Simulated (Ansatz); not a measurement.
**Run report: Hf$_{16}$SiO$_{32}$ (charge +1), single-point calculation (part 1 of 2)**

Hf$_{16}$SiO$_{32}$ (defect cell, 49 atoms in the cell, total charge +1), computed with DFT PBE, scalar-relativistic, plane waves, PAW, spin-polarised (Ansatz 0.2.0).

The structure derives from a Materials Project entry.

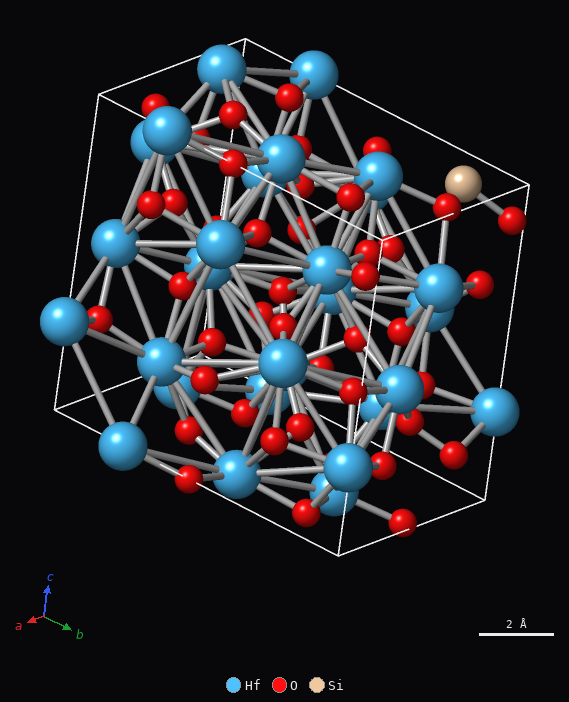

**Figure 1.** The input geometry (ball-and-stick view of the cell of the calculation, seen slightly off an axis). An atom can appear more than once, as a periodic image.

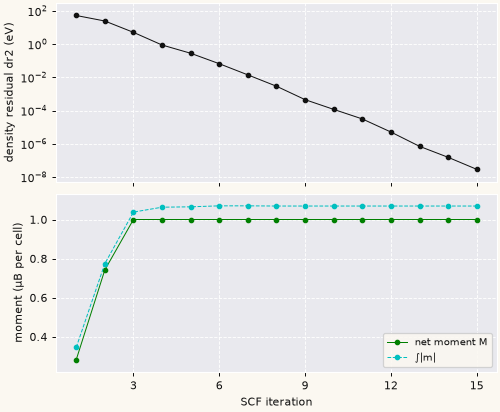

**Figure 2.** Convergence of the self-consistent field: density residual dr2 and magnetic moment against the SCF iteration. The residual falls at every step. The net moment goes from 0.3 to 1.0 μB per cell.

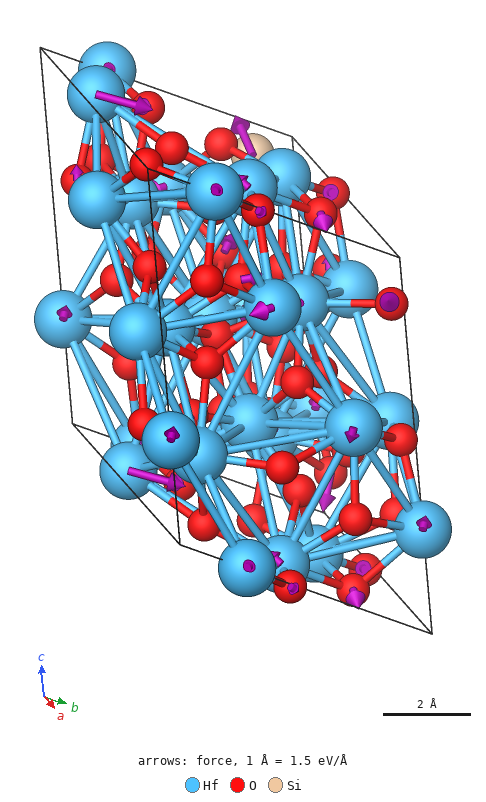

**Figure 3.** Forces on the atoms as pink arrows (ball-and-stick view of the cell of the calculation, seen slightly off an axis); the smallest are left out. The largest act on Hf7 (2.11 eV/Å); Si49 (2.03 eV/Å); Hf12 (1.51 eV/Å); O42 (1.46 eV/Å), among others. Atoms are counted from 1 in the order of the input and aren't labelled in the picture. The geometry is not a stationary point of this energy.

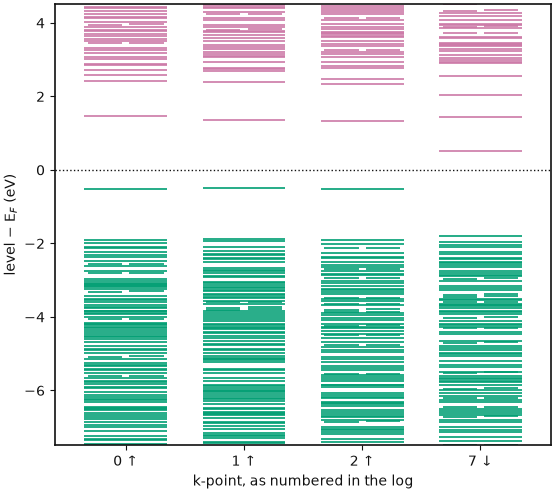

**Figure 4.** Kohn–Sham levels near the Fermi level (dotted) at the few k-points that the log prints; levels within 0.02 eV of each other stand side by side. Among these points the highest filled and lowest empty levels are 1.02 eV apart; the gap on the full mesh, 0.85 eV, has an edge at a point that isn't printed.

The input that produced these results follows, with the program's output.

**Input**
```yaml
crystal:
  lattice:
    - [-5.080319, 5.164867, 4.890884]
    - [5.080319, -5.164867, 4.890884]
    - [5.080319, 5.164867, -4.890884]
  atoms:
    - { symbol: Hf, position: [0.0074677096, -0.0042033208, 0.2792009591] }
    - { symbol: Hf, position: [0.5179087641, 0.5185890883, 0.2933393473] }
    - { symbol: Hf, position: [0.501980669, -0.0199292169, 0.7516329395] }
    - { symbol: Hf, position: [-0.0093369502, 0.4659938063, 0.7380697716] }
    - { symbol: Hf, position: [0.7405041099, 0.0063057313, 0.4844463254] }
    - { symbol: Hf, position: [0.2266883047, 0.5035554779, 0.4751863679] }
    - { symbol: Hf, position: [0.3229261313, 0.0840280491, 0.9992677902] }
    - { symbol: Hf, position: [0.7392807503, 0.5099076473, 0.9857346803] }
    - { symbol: Hf, position: [0.7406993576, 0.2115945476, 0.2045510679] }
    - { symbol: Hf, position: [0.2147786215, 0.7188271189, 0.2083446018] }
    - { symbol: Hf, position: [0.2227330392, 0.2299879408, 0.7201690676] }
    - { symbol: Hf, position: [0.7041885833, 0.6966392831, 0.7139074756] }
    - { symbol: Hf, position: [0.0284101573, 0.254934261, 0.0080590148] }
    - { symbol: Hf, position: [0.5193293484, 0.7377798137, -0.0025463001] }
    - { symbol: Hf, position: [0.5081081303, 0.2156805729, 0.4705624671] }
    - { symbol: Hf, position: [0.0253890024, 0.7415696803, 0.4951268244] }
    - { symbol: O, position: [0.9557978339, 0.4539865444, -0.0175330155] }
    - { symbol: O, position: [0.4762565636, 0.9578816928, -0.0073053749] }
    - { symbol: O, position: [0.4489592501, 0.4435710149, 0.4846643878] }
    - { symbol: O, position: [0.9621541571, 0.9561160266, 0.4932934527] }
    - { symbol: O, position: [0.2920509296, 0.3049600596, 0.0058755558] }
    - { symbol: O, position: [0.7857782126, 0.7778723002, -0.0042891263] }
    - { symbol: O, position: [0.7787359027, 0.2635988706, 0.4756203834] }
    - { symbol: O, position: [0.2831009184, 0.7774890071, 0.4812363902] }
    - { symbol: O, position: [0.7575852164, -0.0067903908, 0.2398079305] }
    - { symbol: O, position: [0.2672047545, 0.5188900055, 0.2426971538] }
    - { symbol: O, position: [0.2599105801, 0.0026597813, 0.7299773] }
    - { symbol: O, position: [0.7157131615, 0.4557008837, 0.7210379376] }
    - { symbol: O, position: [0.5391169598, 0.2763667326, 0.2609500146] }
    - { symbol: O, position: [0.9870346126, 0.732036035, 0.2377465923] }
    - { symbol: O, position: [0.9770255715, 0.2127200666, 0.7446581682] }
    - { symbol: O, position: [0.4796431527, 0.7228279964, 0.7385709802] }
    - { symbol: O, position: [0.2770767101, 0.1215733148, 0.4998877773] }
    - { symbol: O, position: [0.791464515, 0.6198332837, 0.5118584906], spin: 0.2 }
    - { symbol: O, position: [0.7688950606, 0.0883188665, 0.957282218] }
    - { symbol: O, position: [0.2598623009, 0.6036842527, 0.9697300336] }
    - { symbol: O, position: [0.9595262605, 0.4620763347, 0.3016354907] }
    - { symbol: O, position: [0.4717002003, 0.9325520992, 0.3013556513] }
    - { symbol: O, position: [0.4721068837, 0.464522833, 0.8340343861] }
    - { symbol: O, position: [0.9879755177, 0.9555233651, 0.8631484539], spin: 0.2 }
    - { symbol: O, position: [0.5957626983, 0.2669761996, -0.0129243147] }
    - { symbol: O, position: [0.1897966428, 0.963931245, 0.1597393197], spin: 0.2 }
    - { symbol: O, position: [0.1135352331, 0.3249745463, 0.5639703952] }
    - { symbol: O, position: [0.6179544094, 0.7897504731, 0.5250000364] }
    - { symbol: O, position: [0.0814157317, 0.2204918309, 0.2382372549] }
    - { symbol: O, position: [0.6389673431, 0.6510070511, 0.1821248427] }
    - { symbol: O, position: [0.6223971656, 0.1234237312, 0.6460961816] }
    - { symbol: O, position: [0.1271155474, 0.6312137841, 0.6472337054], spin: 0.2 }
    - { symbol: Si, position: [0.0568936573, 0.8096666219, 0.9243104821], spin: 0.2 }
magnetization:
  spin_polarized: true
total_charge: 1
basis:
  ecutwfc: 420
  fft_grid_basis: typed
kpoints:
  mp_grid: { grid: [2, 2, 2] }
hamiltonian:
  xc: pbe
  pseudopotentials: { kind: paw }
scf:
  occupations: { method: gaussian, width: 0.05 }
output:
  forces: true
  stress: false
  eigenvalues: true
  bader: true
  write_density: true
  volumetric_format: npy
  populations: true
```

Command:
```bash
ansatz run input.yaml --threads 4 --pin off --max-ram 10240MiB --backend cpu --events-out ev --progress --plain --runs-dir out
```

**Output**
```
Engine: ansatz 0.2.0, aarch64-unknown-linux-gnu
Pseudopotentials: kind: paw
Pseudopotential: Hf, paw, valence charge 26, recommended cutoff 420 eV (normal), Hf.paw.azcp
Pseudopotential: O, paw, valence charge 6, recommended cutoff 420 eV (normal), O.paw.azcp
Pseudopotential: Si, paw, valence charge 4, recommended cutoff 420 eV (normal), Si.paw.azcp
Functional definition: PBE
  parameter kappa = 0.804
  parameter beta = 0.06672455060314922
  exchange = pbe_x(kappa = kappa, mu = beta*pi^2/3)
  correlation = pbe_c(beta = beta)
Crystal: 49 atoms, lattice volume = 513.331 Å³
Basis set: ecut = 420 eV, 10089 PW (Γ), exchange–correlation on 120×120×120 points (8 copies of the dense FFT grid, shifted against one another)
Bands: 368, of which v1, the nominal top of the filled ones, is band 306 counted from 1 (305 counted from 0)
Symmetry: 1 space group operations
Space group: P1 (ITA 1), of the structure as read, at distance tolerance 8.0e-5 Å
Magnetic group: BNS 1.1 (UNI 1), of the structure as read, at distance tolerance 8.0e-5 Å
k-points: 8
Non-local potential: Hf, projectors of the file, l = 0: 3, l = 1: 2, l = 2: 2, l = 3: 3
Non-local potential: O, projectors of the file, l = 0: 2, l = 1: 2, l = 2: 1
Non-local potential: Si, projectors of the file, l = 0: 2, l = 1: 2, l = 2: 2
PAW form: soft (Blöchl's): semilocal exchange-correlation on the pseudo side does not see the compensation charge
PAW one-centre angular grid: Hf, 590 points (default); XC on 64 Gauss nodes
PAW one-centre angular grid: O, 110 points (default); XC on 64 Gauss nodes
PAW one-centre angular grid: Si, 110 points (default); XC on 64 Gauss nodes
Initial density: superposition of atomic densities (chi_scale 0.1, normalization cell, long waves kept (reshape's long-wave potential 0.12 eV rms))
Starting moments: Σ|m| = 1 μB on 5 of 49 sites
Initial wavefunctions: pseudopotential atomic-orbital guess
Functional: x = pbe(κ = 0.804, μ = 0.2195149727645171), c = pbe(β = 0.06672455060314922)
SCF iter   1: F=—  HF=-270438.068290 eV  |F-HF|=—  |Δ(HF+E_count)|=         —  Δρ=5.19e-2 (↑5.19e-2 ↓4.87e-2)  dr2=5.35e1  dr2_m=1.05e-1  M=0.282 μB ∫|m|=0.345 μB  β_m=0.30  ethr=3.10e-3  ⟨swp⟩=5.3  Hψ=17873  notcnv=0  defer=521
Mixer restart at iter 1: flushing history
preconditioner: auto → Kerker (q_TF=auto, 2.809 Å⁻¹)  [metal: Δε(μ)=0.026 eV  Ē_g=19.023 eV  σ=0.050 eV  W_gap=0.27  n_scr=192 (ndim 8)  ℏωp=39.4 eV  f_vac=0.000  D(μ)=10.54/eV (n_scr^D=58)]
spin=Collinear: Kerker preconditioning applied to the charge; magnetization (m = ρ↑ − ρ↓) channel mixes plain (no charge-response kernel on spin).
SCF iter   2: F=—  HF=-270430.414959 eV  |F-HF|=—  |Δ(HF+E_count)|=    7.65e0  Δρ=3.42e-2 (↑3.42e-2 ↓3.25e-2)  dr2=2.49e1  dr2_m=8.28e-2  M=0.742 μB ∫|m|=0.774 μB  β_m=0.53  ethr=3.10e-3  ⟨swp⟩=2.0  Hψ=10229  notcnv=0  defer=907
SCF iter   3: F=—  HF=-270429.617590 eV  |F-HF|=—  |Δ(HF+E_count)|=   7.97e-1  Δρ=1.41e-2 (↑1.38e-2 ↓1.41e-2)  dr2=5.17e0  dr2_m=1.79e-2  M=1.000 μB ∫|m|=1.038 μB  β_m=0.59  ethr=3.10e-3  ⟨swp⟩=2.1  Hψ=7532  notcnv=0  defer=907
SCF iter   4: F=—  HF=-270430.221637 eV  |F-HF|=—  |Δ(HF+E_count)|=   6.04e-1  Δρ=6.02e-3 (↑5.95e-3 ↓6.02e-3)  dr2=8.94e-1  dr2_m=4.09e-3  M=1.000 μB ∫|m|=1.063 μB  β_m=0.70  ethr=8.46e-4  ⟨swp⟩=2.8  Hψ=11562  notcnv=0  defer=912
SCF iter   5: F=—  HF=-270430.323353 eV  |F-HF|=—  |Δ(HF+E_count)|=   1.02e-1  Δρ=2.65e-3 (↑2.65e-3 ↓2.64e-3)  dr2=2.85e-1  dr2_m=2.16e-4  M=1.000 μB ∫|m|=1.065 μB  β_m=0.85  ethr=1.46e-4  ⟨swp⟩=2.1  Hψ=9558  notcnv=0  defer=910
SCF iter   6: F=—  HF=-270430.312650 eV  |F-HF|=—  |Δ(HF+E_count)|=   1.07e-2  Δρ=1.40e-3 (↑1.40e-3 ↓1.40e-3)  dr2=6.69e-2  dr2_m=2.15e-5  M=1.000 μB ∫|m|=1.070 μB  β_m=0.76  ethr=4.66e-5  ⟨swp⟩=2.0  Hψ=10818  notcnv=0  defer=910
preconditioner: auto → Resta (q_TF=auto, 2.809 Å⁻¹)  ε∞=5.7  [insulator: Δε(μ)=0.856 eV  Ē_g=18.152 eV  σ=0.050 eV  W_gap=1.00  n_scr=192 (ndim 8)  ℏωp=39.4 eV  f_vac=0.010  D(μ)=0.00/eV (n_scr^D=0)  ε∞_Penn≈5.7]
spin=Collinear: Resta preconditioning applied to the charge; magnetization (m = ρ↑ − ρ↓) channel mixes plain (no charge-response kernel on spin).
SCF iter   7: F=—  HF=-270430.294356 eV  |F-HF|=—  |Δ(HF+E_count)|=   1.83e-2  Δρ=7.18e-4 (↑7.01e-4 ↓7.18e-4)  dr2=1.42e-2  dr2_m=3.91e-5  M=1.000 μB ∫|m|=1.070 μB  β_m=0.88  ethr=1.10e-5  ⟨swp⟩=2.0  Hψ=10847  notcnv=0  defer=910
SCF iter   8: F=—  HF=-270430.298668 eV  |F-HF|=—  |Δ(HF+E_count)|=   4.31e-3  Δρ=3.80e-4 (↑3.76e-4 ↓3.80e-4)  dr2=2.95e-3  dr2_m=4.21e-6  M=1.000 μB ∫|m|=1.069 μB  β_m=0.74  ethr=2.33e-6  ⟨swp⟩=2.0  Hψ=10776  notcnv=0  defer=910
SCF iter   9: F=—  HF=-270430.297184 eV  |F-HF|=—  |Δ(HF+E_count)|=   1.48e-3  Δρ=1.47e-4 (↑1.47e-4 ↓1.47e-4)  dr2=4.59e-4  dr2_m=3.06e-6  M=1.000 μB ∫|m|=1.069 μB  β_m=0.73  ethr=4.83e-7  ⟨swp⟩=3.0  Hψ=10986  notcnv=0  defer=910
SCF iter  10: F=—  HF=-270430.297217 eV  |F-HF|=—  |Δ(HF+E_count)|=   3.27e-5  Δρ=7.47e-5 (↑7.30e-5 ↓7.47e-5)  dr2=1.19e-4  dr2_m=4.35e-7  M=1.000 μB ∫|m|=1.069 μB  β_m=0.86  ethr=7.52e-8  ⟨swp⟩=2.0  Hψ=10736  notcnv=0  defer=910
SCF iter  11: F=—  HF=-270430.297261 eV  |F-HF|=—  |Δ(HF+E_count)|=   4.43e-5  Δρ=4.05e-5 (↑4.05e-5 ↓4.01e-5)  dr2=3.17e-5  dr2_m=2.47e-8  M=1.000 μB ∫|m|=1.069 μB  β_m=0.82  ethr=1.95e-8  ⟨swp⟩=2.0  Hψ=10776  notcnv=0  defer=910
SCF iter  12: F=—  HF=-270430.297279 eV  |F-HF|=—  |Δ(HF+E_count)|=   1.78e-5  Δρ=1.76e-5 (↑1.74e-5 ↓1.76e-5)  dr2=5.16e-6  dr2_m=7.50e-9  M=1.000 μB ∫|m|=1.069 μB  β_m=0.75  ethr=5.19e-9  ⟨swp⟩=2.0  Hψ=10736  notcnv=0  defer=910
SCF iter  13: F=—  HF=-270430.297279 eV  |F-HF|=—  |Δ(HF+E_count)|=   9.44e-8  Δρ=5.27e-6 (↑5.27e-6 ↓5.27e-6)  dr2=7.12e-7  dr2_m=2.49e-9  M=1.000 μB ∫|m|=1.069 μB  β_m=0.74  ethr=8.45e-10  ⟨swp⟩=2.0  Hψ=10736  notcnv=0  defer=910
SCF iter  14: F=—  HF=-270430.297279 eV  |F-HF|=—  |Δ(HF+E_count)|=   1.15e-7  Δρ=2.65e-6 (↑2.65e-6 ↓2.65e-6)  dr2=1.55e-7  dr2_m=1.51e-10  M=1.000 μB ∫|m|=1.069 μB  β_m=0.79  ethr=1.17e-10  ⟨swp⟩=2.0  Hψ=10776  notcnv=0  defer=910
SCF iter  15: F=-270430.297279 eV  HF=-270430.297279 eV  |F-HF|=1.37e-8  |Δ(HF+E_count)|=   4.62e-8  Δρ=1.19e-6 (↑1.16e-6 ↓1.19e-6)  dr2=2.93e-8  dr2_m=1.60e-11  M=1.000 μB ∫|m|=1.069 μB  ethr=1.64e-11  ⟨swp⟩=10.4  Hψ=27552  notcnv=0
SCF 1 converged in 15 iterations: F = -270430.297279 eV  dr2 = 2.93e-8
  greatest PAW one-centre occupation: 0.999 electrons in one spin orbital (limit 2), on the Hf atom at site 13 (counted from 0), in its partial waves of l = 0
SCF converged after 15 iterations
Magnetization: 1.0000 μB (306.0000 up, 305.0000 down)
Absolute magnetization: 1.0747 μB (∫|ρ↑−ρ↓|, with the PAW one-centre terms)
Spin contamination: 0.0038 ħ² per cell (⟨S²⟩ above its minimum at these occupations)
Per-site moments (μB) at R_I (Å): [(0.0024645380879453043, 0.8301744931608622), (0.00029108823265440627, 0.8082879718599061), (0.00012488053303773606, 0.812412387929977), (-0.0006664501207868052, 0.8419781844617371), (0.00019110951697110448, 0.8254837393586395), (0.0012549336732530058, 0.8364749283484435), (0.0953793593472814, 0.8378770522901391), (0.000606620231628056, 0.8369052486518673), (0.0009349901234195413, 0.810035429717976), (0.0018469330090880474, 0.8219267262128557), (0.00034494557821130196, 0.8219515283898534), (0.014000688582096563, 0.8757105335655876), (0.0007374928168953775, 0.8215552779174918), (0.0015834222806349449, 0.8324774677559248), (0.0024548014619794295, 0.827852170394988), (0.0007563799181762394, 0.8238928298531777), (0.006478999626073608, 0.8723993696313594), (0.008055508075678862, 0.8378770522901391), (3.5906192157896324e-6, 0.8860964488045094), (0.00017212110457087303, 0.876921530642895), (0.013573944371887761, 0.8385393576745791), (0.02428087778221301, 0.8757105335655876), (0.0005893696713351207, 0.8429573065970862), (0.0001282917872614265, 0.8657491762921806), (0.0008348394566295307, 0.8579252303891437), (0.00021162543411746713, 0.8464570753209594), (0.0027779379923721383, 0.8442082139064089), (0.021656545879831138, 0.8517569953258153), (0.007869366910673855, 0.8403854450797609), (0.00023192427604057847, 0.8754071724967657), (-0.00013865674288671622, 0.8593220488249474), (0.0028285982671126643, 0.8760766940811384), (0.0015229089357718358, 0.827852170394988), (-0.00042920701767929555, 0.8238928298531777), (0.004660250360621925, 0.8215552779174918), (-1.3075311581572181e-5, 0.8324774677559248), (0.0017148590301863853, 0.810035429717976), (0.0004855306858498642, 0.8219267262128557), (0.000395597326286007, 0.8219515283898534), (0.03415472341436176, 0.7258558246987953), (0.008262347928828727, 0.8369052486518673), (0.027926535121807195, 0.7130848052705182), (-0.00012014880459387947, 0.8256427209228835), (0.0011164025918210228, 0.8254837393586395), (-0.00011395728169188631, 0.8301744931608622), (0.0005901010187092967, 0.8082879718599061), (0.0003666590612486161, 0.812412387929977), (0.025305716630146968, 0.8419781844617371), (0.0783582162048275, 0.7130848052705182)]
Free energy (F): -270430.297279 eV
Harris-Foulkes:  -270430.297279 eV  (|F-HF|=1.37e-8)
Internal energy: -270430.297279 eV  (E = F + TS)
E sigma→0 (E₀):  -270430.297279 eV
Fermi energy:    18.169812 eV
--- Per-component energies (eV) ---
  E_band       = 1279.884998
  E_kinetic    = 12453.752711
  E_local      = -92251.301933  (includes V_loc(G=0)·N_el)
  E_nonlocal   = -18317.558721
  E_hartree    = 42551.729617
  E_xc         = -7232.734357
  E_vxc        = -7341.944401  (∫ρ·V_xc dr)
  E_paw        = -116418.489949  (= ΣΔE_a)
  E_vpaw       = 21633.385792  (= ΣTr[D̂ρ^β])
  E_aug_tail   = 0.079488  (compensation charges beyond the density's cutoff)
  E_ewald      = -91215.774134
  E_smearing   = -0.000000  (= −TS)
  E_closure    = -0.000000  (closes the sum)
  E_deformation_potential = 25.667331  (in the stress; not in F)
  Σ components = -270430.297279   (vs F -270430.297279, Δ=0.00e0)
```
